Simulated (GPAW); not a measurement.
```
Mo
1.0
     3.13594    0.00000    0.00000
     0.00000    3.13594    0.00000
     0.00000    0.00000    3.16762
Mo
2
Cartesian
  0.0000 0.0000 0.0000
  1.5680 1.5680 1.5838
```

Space group I4/mmm; a structure from a database of computed crystals, not necessarily the ambient phase; computed pressure about 3 GPa in this cell.

Level of theory: GPAW, Kohn-Sham DFT of a periodic cell, PBE, GPAW PAW data sets (gpaw-data 1.2.1).

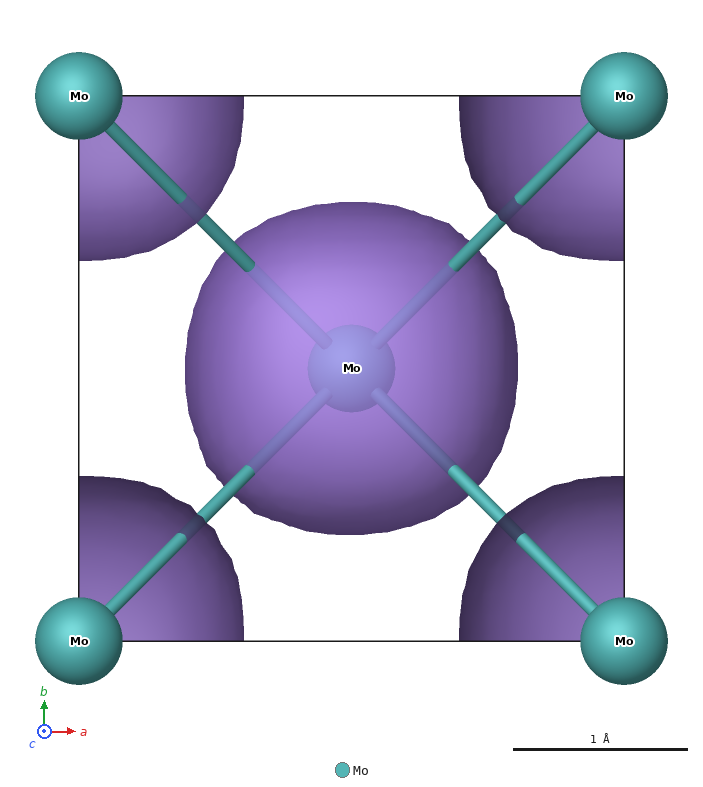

Mo. Isosurface of the valence pseudo-density at 0.6 e/Å³ (purple), seen along the c axis. Sticks mark near contacts.

In a PAW calculation such maps are meaningful between the atoms, not at the nuclei.

Which contacts does the surface bridge?

At this value the density breaks into separate islands; it holds about 70 % of the electrons treated as valence. It bridges none of the near contacts. It is pinched off along the sampled Mo–Mo (2.72 Å) contacts. On the grid the lowest density along these lines, outside the cores, is 0.38 e/Å³ (Mo–Mo, 2.72 Å).
